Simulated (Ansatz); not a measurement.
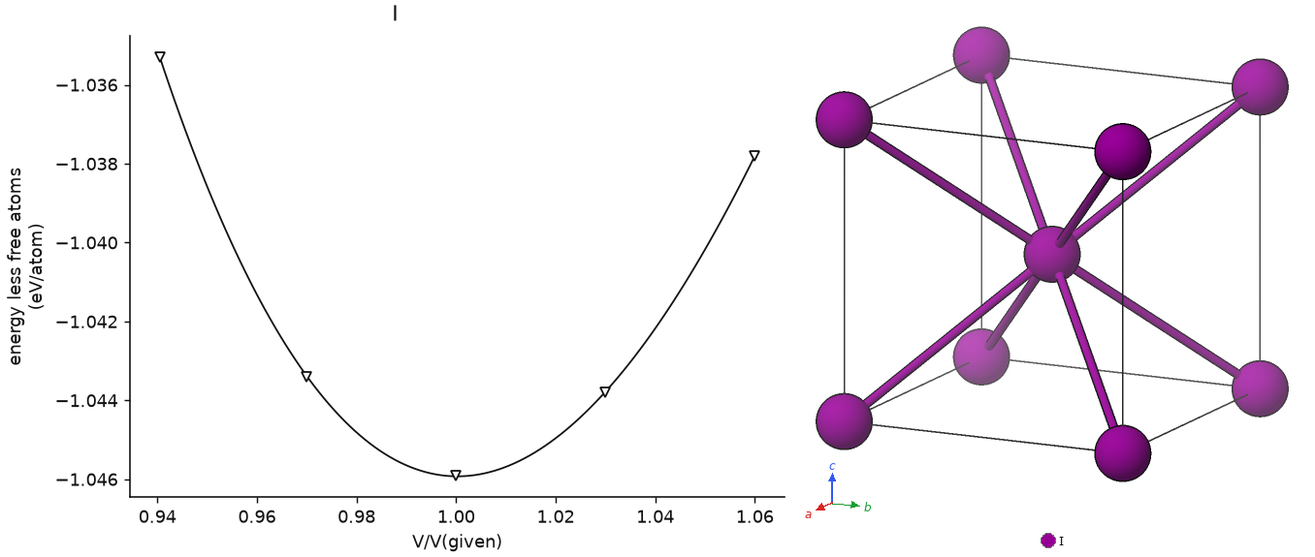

The figure shows the energy less free atoms against V/V(given) for I, space group Im-3m (No. 229). The conventional cell is drawn beside the plot.

The given structure:
```xyz
1
Lattice="-2.0774 2.0774 2.0774 2.0774 -2.0774 2.0774 2.0774 2.0774 -2.0774" Properties=species:S:1:pos:R:3 pbc="T T T"
I     0.0000    0.0000    0.0000
```

Method: periodic Kohn-Sham DFT of a crystal at fixed atoms, scaled to the stated factor times the given cell; pressure positive in compression, energy less spherical unpolarised free atoms (Ansatz 0.2.0). Level: PBE.

```json
{"setting": "method", "value": "all-electron LAPW"}
{"setting": "relativity", "value": "scalar"}
{"setting": "k mesh", "value": "14×14×14"}
{"setting": "occupations", "value": "Fermi–Dirac"}
{"setting": "smearing width", "value": "0.03 eV"}
{"setting": "basis error target", "value": "0.25 (meV/atom)"}
{"setting": "nucleus", "value": "Gaussian"}
```

V(given) is 35.86 Å³/atom.

From this curve and the settings, what does the calculation give for the pressure at the same points?

The pressure falls from 1.701 GPa at V/V(given) 0.941 to −1.146 GPa at 1.060, and changes sign near 1.001.

```json
{"V/V(given)": "0.941", "pressure (GPa)": "1.701"}
{"V/V(given)": "0.970", "pressure (GPa)": "0.783"}
{"V/V(given)": "1.000", "pressure (GPa)": "0.011"}
{"V/V(given)": "1.030", "pressure (GPa)": "-0.625"}
{"V/V(given)": "1.060", "pressure (GPa)": "-1.146"}
```

Note: no spin-orbit coupling on heavy atoms.
